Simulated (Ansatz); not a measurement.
## Geometry relaxation, with input and output: Si47C (charge +1) (part 3 of 4)

The same run, continued: Si47C (defect cell, 48 atoms in the cell, total charge +1); DFT PBE, scalar-relativistic, plane waves, PAW, spin-polarised (Ansatz 0.2.0); cutoff 420 eV, 2×2×2 k-mesh, Gaussian smearing of 0.02 eV, collinear spins. The structure derives from a Materials Project entry. It belongs to a series of runs on one base structure; here: C on a Si site (f), charge +1, atoms relaxed at the host's cell.

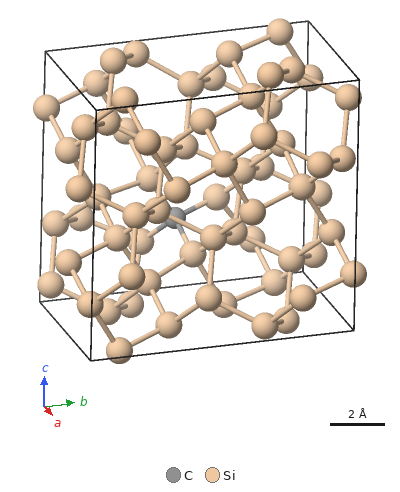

*The geometry at step 4 of the log (ball-and-stick view of the cell of the calculation, seen slightly off an axis).*

## Output, continued
```
  k-point 1 ↑: bands = ["-6.7856", "-5.4372", "-4.9983", "-4.9256", "-4.7202", "-4.4417", "-4.2371", "-4.0994", "-3.7444", "-3.7196", "-3.6536", "-3.5756", "-3.5013", "-3.4665", "-3.4269", "-3.3255", "-3.2537", "-3.0337", "-2.7009", "-2.4883", "-2.3694", "-2.2704", "-2.1843", "-2.1008", "-1.4899", "-1.3201", "-1.2820", "-1.1464", "-1.1039", "-1.0577", "-0.8278", "-0.7475", "-0.5259", "-0.4023", "-0.1491", "0.0222", "0.0464", "0.1285", "0.1700", "0.3178", "0.3595", "1.0058", "1.1456", "1.1898", "1.4719", "1.5218", "1.6013", "1.7604", "1.8407", "2.0355", "2.1595", "2.2200", "2.2829", "2.3719", "2.3912", "2.4781", "2.5837", "2.6433", "2.7473", "2.8134", "2.8915", "2.9478", "3.0133", "3.0795", "3.1350", "3.2064", "3.2516", "3.3744", "3.4568", "3.5369", "3.6316", "3.7040", "3.7185", "3.7736", "3.8636", "3.8811", "3.9867", "4.0159", "4.0316", "4.1076", "4.2015", "4.2288", "4.2594", "4.2773", "4.3642", "4.4899", "4.5096", "4.6115", "4.6334", "4.6907", "4.7763", "4.9109", "5.0038", "5.0847", "5.4533", "5.6663", "6.9186", "7.1227", "7.2018", "7.2939", "7.3257", "7.4070", "7.4497", "7.7421", "7.7790", "7.9183", "7.9703", "8.0293", "8.0980", "8.1919", "8.2411", "8.2992", "8.3399", "8.3608", "8.3946", "8.4171", "8.4912", "8.5101", "8.5765", "8.6339", "8.6597", "8.7017", "8.7069", "8.7477", "8.8666", "8.9372", "9.0428", "9.0549", "9.0972", "9.1335", "9.1800", "9.2731", "9.3070", "9.4203", "9.4775", "9.5395", "9.7612", "9.8030", "9.8752", "9.9467", "9.9876", "10.0339", "10.1119", "10.1541"]
  k-point 0 ↓: bands = ["-6.7872", "-5.4756", "-4.8926", "-4.8496", "-4.6454", "-4.3785", "-4.3373", "-4.2294", "-4.1117", "-3.8870", "-3.8423", "-3.6658", "-3.5029", "-3.5021", "-3.0977", "-2.7595", "-2.7387", "-2.7362", "-2.7071", "-2.5853", "-2.5005", "-2.4145", "-2.3712", "-2.3701", "-1.5124", "-1.4633", "-1.4452", "-1.1306", "-1.1252", "-0.9698", "-0.6993", "-0.6956", "-0.4815", "-0.4648", "-0.2804", "-0.2660", "-0.2203", "-0.0068", "0.4830", "0.5620", "0.6735", "1.0935", "1.1382", "1.2058", "1.3700", "1.6062", "1.6901", "1.6989", "1.8789", "2.0004", "2.1409", "2.2347", "2.3623", "2.4240", "2.4659", "2.5575", "2.6765", "2.6875", "2.8085", "2.8279", "2.9049", "2.9662", "2.9885", "3.0257", "3.0685", "3.1153", "3.3125", "3.3872", "3.4510", "3.4527", "3.4540", "3.5561", "3.6920", "3.8326", "3.8631", "3.8650", "3.9368", "4.0118", "4.0447", "4.0635", "4.1023", "4.1089", "4.2720", "4.2848", "4.3981", "4.4745", "4.5487", "4.6180", "4.6492", "4.6781", "4.7418", "4.7764", "4.8911", "4.8931", "5.8244", "5.8316", "6.7531", "6.8330", "6.8380", "7.0999", "7.1718", "7.3146", "7.3650", "7.3759", "7.8239", "7.8872", "8.1103", "8.1542", "8.2496", "8.3763", "8.4333", "8.4676", "8.4749", "8.4800", "8.5354", "8.6163", "8.6355", "8.6582", "8.6728", "8.6840", "8.7379", "8.9223", "9.0418", "9.0836", "9.1113", "9.2378", "9.3029", "9.3135", "9.3181", "9.4115", "9.4345", "9.5381", "9.5704", "9.5891", "9.6383", "9.6442", "9.6528", "9.7318", "9.7391", "9.7553", "9.9438", "9.9596", "10.0246", "10.0295"]
  k-point 1 ↓: bands = ["-6.7856", "-5.4372", "-4.9983", "-4.9256", "-4.7202", "-4.4417", "-4.2371", "-4.0994", "-3.7444", "-3.7196", "-3.6536", "-3.5756", "-3.5013", "-3.4665", "-3.4269", "-3.3255", "-3.2537", "-3.0337", "-2.7009", "-2.4883", "-2.3694", "-2.2704", "-2.1843", "-2.1008", "-1.4899", "-1.3201", "-1.2820", "-1.1464", "-1.1039", "-1.0577", "-0.8278", "-0.7475", "-0.5259", "-0.4023", "-0.1491", "0.0222", "0.0464", "0.1285", "0.1700", "0.3178", "0.3595", "1.0058", "1.1456", "1.1898", "1.4719", "1.5218", "1.6013", "1.7604", "1.8407", "2.0355", "2.1595", "2.2200", "2.2829", "2.3719", "2.3912", "2.4781", "2.5837", "2.6433", "2.7473", "2.8134", "2.8915", "2.9478", "3.0133", "3.0795", "3.1350", "3.2064", "3.2516", "3.3744", "3.4568", "3.5369", "3.6316", "3.7040", "3.7185", "3.7736", "3.8636", "3.8811", "3.9867", "4.0159", "4.0316", "4.1076", "4.2015", "4.2288", "4.2594", "4.2773", "4.3642", "4.4899", "4.5096", "4.6115", "4.6334", "4.6907", "4.7763", "4.9109", "5.0038", "5.0847", "5.4533", "5.6663", "6.9186", "7.1227", "7.2018", "7.2939", "7.3257", "7.4070", "7.4497", "7.7421", "7.7790", "7.9183", "7.9703", "8.0293", "8.0980", "8.1919", "8.2411", "8.2992", "8.3399", "8.3608", "8.3946", "8.4171", "8.4912", "8.5101", "8.5765", "8.6339", "8.6597", "8.7017", "8.7069", "8.7477", "8.8666", "8.9372", "9.0428", "9.0549", "9.0972", "9.1335", "9.1800", "9.2731", "9.3070", "9.4203", "9.4775", "9.5395", "9.7612", "9.8030", "9.8752", "9.9467", "9.9876", "10.0339", "10.1119", "10.1541"]
--- Relaxed structure (4 steps of the walk, 4 accepted, 0 SCFs on fresh bases) ---
  F+E_penalty+E_count = -30137.73366353 eV   max|allowed force component| = 4.539e-3 eV/Å
  atoms:
    - { symbol: C, position: [0.1453467021927937, 0.4786800355261269, 0.3120133688594603] }
    - { symbol: Si, position: [0.30644504076666873, 0.6404562930401467, 0.984665929385558] }
    - { symbol: Si, position: [0.9830493434158266, 0.3179952603348969, 0.6396380369071313] }
    - { symbol: Si, position: [0.8179992627188912, 0.6397783741000022, 0.47378962637348] }
    - { symbol: Si, position: [0.47297137024046465, 0.31638267674916015, 0.15132859366823034] }
    - { symbol: Si, position: [0.6436528226754612, 0.4784272435339515, 0.814137658383995] }
    - { symbol: Si, position: [0.3071229597068133, 0.15133259605222457, 0.4731117074333353] }
    - { symbol: Si, position: [0.9846619270015635, 0.8063047035737979, 0.14971601008249336] }
    - { symbol: Si, position: [0.14509391020061813, 0.9808043250506616, 0.8103194893421278] }
    - { symbol: Si, position: [0.6474709917173285, 0.9769861560087945, 0.3117605768672847] }
    - { symbol: Si, position: [0.8125985038335558, 0.14593183716688912, 0.9792651705002223] }
    - { symbol: Si, position: [0.4807642233541745, 0.8140975566875077, 0.6474308900208411] }
    - { symbol: Si, position: [0.14688048421806887, 0.3169688606085984, 0.9860862755022057] }
    - { symbol: Si, position: [0.30821617869943874, 0.47880613428212515, 0.6361411074262331] }
    - { symbol: Si, position: [0.983635527275265, 0.15275294216887236, 0.3135471508847355] }
    - { symbol: Si, position: [0.8194196088355391, 0.48021381755140224, 0.15030219394193173] }
    - { symbol: Si, position: [0.4785302316875398, 0.1467396603809104, 0.8116509687075703] }
    - { symbol: Si, position: [0.6453818647529591, 0.3106144979891523, 0.4790090321996757] }
    - { symbol: Si, position: [0.3123423655330091, 0.9787151980862924, 0.1439478313224858] }
    - { symbol: Si, position: [0.977281164655819, 0.6456756988663426, 0.8120485314196257] }
    - { symbol: Si, position: [0.14547280094879184, 0.8028077740928997, 0.4748828453661053] }
    - { symbol: Si, position: [0.6449843020409037, 0.8118635650208731, 0.9800729937142436] }
    - { symbol: Si, position: [0.8134063270475769, 0.9783176353742371, 0.6451968983542065] }
    - { symbol: Si, position: [0.4694744407595663, 0.641549512032772, 0.3121394676154584] }
    - { symbol: Si, position: [0.038701268735535255, 0.3720346020688687, 0.20536793540220205] }
    - { symbol: Si, position: [0.18709509500147642, 0.5202922673159467, 0.8498347553024791] }
    - { symbol: Si, position: [0.8557153831935347, 0.18857055128493022, 0.5227557458980743] }
    - { symbol: Si, position: [0.6831680886358125, 0.52042842833481, 0.3536256006492802] }
    - { symbol: Si, position: [0.3560890792314073, 0.18904871652686803, 0.02190388461826351] }
    - { symbol: Si, position: [0.5182757106853304, 0.35563725703603843, 0.6864498137701045] }
    - { symbol: Si, position: [0.18695893398261337, 0.016501421969145752, 0.3537617616681431] }
    - { symbol: Si, position: [0.8552372179515968, 0.6894224125647407, 0.022382049860201425] }
    - { symbol: Si, position: [0.022303923702705175, 0.8531164804367711, 0.6849423773519969] }
    - { symbol: Si, position: [0.5197831471034381, 0.8516090440186637, 0.18897059036937192] }
    - { symbol: Si, position: [0.6877805885202619, 0.02111392185359523, 0.8544472551869284] }
    - { symbol: Si, position: [0.35687025100747766, 0.6902035843408107, 0.5235369176741443] }
    - { symbol: Si, position: [0.023261418868102568, 0.19337871650184166, 0.8546128489524849] }
    - { symbol: Si, position: [0.1815392430339703, 0.3718472032789295, 0.49003803070960106] }
    - { symbol: Si, position: [0.8600453831685084, 0.021279515619151645, 0.18992808553476936] }
    - { symbol: Si, position: [0.6879461822858183, 0.356594752201436, 0.02671204983517511] }
    - { symbol: Si, position: [0.35287336083416077, 0.02649556901100175, 0.6845371215135287] }
    - { symbol: Si, position: [0.5210112673211236, 0.18524926104583223, 0.35497491683293103] }
    - { symbol: Si, position: [0.1883082501662643, 0.8543446006544568, 0.018582594379165485] }
    - { symbol: Si, position: [0.8519159277124989, 0.5216415834995977, 0.6876779339877902] }
    - { symbol: Si, position: [0.0385138699455963, 0.6567046973762678, 0.34820590970063703] }
    - { symbol: Si, position: [0.5178704548468622, 0.6862066941674941, 0.8598289023443351] }
    - { symbol: Si, position: [0.6931622356776683, 0.8512037881801953, 0.5195400275008275] }
    - { symbol: Si, position: [0.32337136404293443, 0.5148725763673037, 0.20518053661226288] }
--- Löwdin populations: 48 sites ---
  site symbol       q [e]    m [muB]
     0      C      4.7376    -0.0000
     1     Si      3.9578    -0.0000
     2     Si      3.9593    -0.0000
     3     Si      3.9578    -0.0000
     4     Si      3.9593    -0.0000
     5     Si      3.9432    -0.0000
     6     Si      3.9578    -0.0000
     7     Si      3.9593    -0.0000
     8     Si      3.9432    -0.0000
     9     Si      3.9432    -0.0000
    10     Si      3.9342     0.0000
    11     Si      3.9380    -0.0000
    12     Si      3.9610    -0.0000
    13     Si      3.9587     0.0000
    14     Si      3.9610    -0.0000
    15     Si      3.9610    -0.0000
    16     Si      3.9428     0.0000
    17     Si      3.9429     0.0000
    18     Si      3.9429     0.0000
    19     Si      3.9429     0.0000
    20     Si      3.9587     0.0000
    21     Si      3.9428     0.0000
    22     Si      3.9428     0.0000
    23     Si      3.9587     0.0000
    24     Si      3.6952    -0.0000
    25     Si      3.9448     0.0000
    26     Si      3.9449     0.0000
    27     Si      3.9448     0.0000
    28     Si      3.9449     0.0000
    29     Si      3.9396    -0.0000
    30     Si      3.9448     0.0000
    31     Si      3.9449     0.0000
    32     Si      3.9396    -0.0000
    33     Si      3.9396    -0.0000
    34     Si      3.9447     0.0000
    35     Si      3.9412    -0.0000
    36     Si      3.9349    -0.0000
    37     Si      3.6975     0.0000
    38     Si      3.9349    -0.0000
    39     Si      3.9349    -0.0000
    40     Si      3.9378    -0.0000
    41     Si      3.9450     0.0000
    42     Si      3.9450     0.0000
    43     Si      3.9450     0.0000
    44     Si      3.6975     0.0000
    45     Si      3.9378    -0.0000
    46     Si      3.9378    -0.0000
    47     Si      3.6975     0.0000
  spilling = 0.009309 (of n_electrons = 191.000000)
```

## File populations.tsv
```
# site	symbol	l	j	q_up	q_dn
# orbitals = lowdin
# n_electrons = 191.000000
# spilling = 0.009309
0	C	0_2S	-	0.621369	0.621369
0	C	1_2P	-	1.747454	1.747454
1	Si	0_3S	-	0.607773	0.607773
1	Si	1_3P	-	1.371133	1.371133
2	Si	0_3S	-	0.608187	0.608187
2	Si	1_3P	-	1.371483	1.371483
3	Si	0_3S	-	0.607773	0.607773
3	Si	1_3P	-	1.371133	1.371133
4	Si	0_3S	-	0.608187	0.608187
4	Si	1_3P	-	1.371483	1.371483
5	Si	0_3S	-	0.602438	0.602438
5	Si	1_3P	-	1.369159	1.369159
6	Si	0_3S	-	0.607773	0.607773
6	Si	1_3P	-	1.371133	1.371133
7	Si	0_3S	-	0.608187	0.608187
7	Si	1_3P	-	1.371483	1.371483
8	Si	0_3S	-	0.602438	0.602438
8	Si	1_3P	-	1.369159	1.369159
9	Si	0_3S	-	0.602438	0.602438
9	Si	1_3P	-	1.369159	1.369159
10	Si	0_3S	-	0.604960	0.604960
10	Si	1_3P	-	1.362122	1.362122
11	Si	0_3S	-	0.605608	0.605608
11	Si	1_3P	-	1.363390	1.363390
12	Si	0_3S	-	0.607894	0.607894
12	Si	1_3P	-	1.372585	1.372585
13	Si	0_3S	-	0.607733	0.607733
13	Si	1_3P	-	1.371640	1.371640
14	Si	0_3S	-	0.607894	0.607894
14	Si	1_3P	-	1.372585	1.372585
15	Si	0_3S	-	0.607894	0.607894
15	Si	1_3P	-	1.372585	1.372585
16	Si	0_3S	-	0.598655	0.598655
16	Si	1_3P	-	1.372757	1.372757
17	Si	0_3S	-	0.599948	0.599948
17	Si	1_3P	-	1.371505	1.371505
18	Si	0_3S	-	0.599948	0.599948
18	Si	1_3P	-	1.371505	1.371505
19	Si	0_3S	-	0.599948	0.599948
19	Si	1_3P	-	1.371505	1.371505
20	Si	0_3S	-	0.607733	0.607733
20	Si	1_3P	-	1.371640	1.371640
21	Si	0_3S	-	0.598655	0.598655
21	Si	1_3P	-	1.372757	1.372757
22	Si	0_3S	-	0.598655	0.598655
22	Si	1_3P	-	1.372757	1.372757
23	Si	0_3S	-	0.607733	0.607733
23	Si	1_3P	-	1.371640	1.371640
24	Si	0_3S	-	0.594841	0.594841
24	Si	1_3P	-	1.252751	1.252751
25	Si	0_3S	-	0.602001	0.602001
25	Si	1_3P	-	1.370415	1.370415
26	Si	0_3S	-	0.599969	0.599969
26	Si	1_3P	-	1.372466	1.372466
27	Si	0_3S	-	0.602001	0.602001
27	Si	1_3P	-	1.370415	1.370415
28	Si	0_3S	-	0.599969	0.599969
28	Si	1_3P	-	1.372466	1.372466
29	Si	0_3S	-	0.602099	0.602099
29	Si	1_3P	-	1.367697	1.367697
30	Si	0_3S	-	0.602001	0.602001
30	Si	1_3P	-	1.370415	1.370415
31	Si	0_3S	-	0.599969	0.599969
31	Si	1_3P	-	1.372466	1.372466
32	Si	0_3S	-	0.602099	0.602099
32	Si	1_3P	-	1.367697	1.367697
33	Si	0_3S	-	0.602099	0.602099
33	Si	1_3P	-	1.367697	1.367697
34	Si	0_3S	-	0.600978	0.600978
34	Si	1_3P	-	1.371394	1.371394
35	Si	0_3S	-	0.594375	0.594375
35	Si	1_3P	-	1.376223	1.376223
36	Si	0_3S	-	0.609943	0.609943
36	Si	1_3P	-	1.357489	1.357489
37	Si	0_3S	-	0.591687	0.591687
37	Si	1_3P	-	1.257084	1.257084
38	Si	0_3S	-	0.609943	0.609943
38	Si	1_3P	-	1.357489	1.357489
39	Si	0_3S	-	0.609943	0.609943
39	Si	1_3P	-	1.357489	1.357489
40	Si	0_3S	-	0.603129	0.603129
40	Si	1_3P	-	1.365777	1.365777
41	Si	0_3S	-	0.598588	0.598588
41	Si	1_3P	-	1.373937	1.373937
42	Si	0_3S	-	0.598588	0.598588
42	Si	1_3P	-	1.373937	1.373937
43	Si	0_3S	-	0.598588	0.598588
43	Si	1_3P	-	1.373937	1.373937
44	Si	0_3S	-	0.591687	0.591687
44	Si	1_3P	-	1.257084	1.257084
45	Si	0_3S	-	0.603129	0.603129
45	Si	1_3P	-	1.365777	1.365777
46	Si	0_3S	-	0.603129	0.603129
46	Si	1_3P	-	1.365777	1.365777
47	Si	0_3S	-	0.591687	0.591687
47	Si	1_3P	-	1.257084	1.257084
```
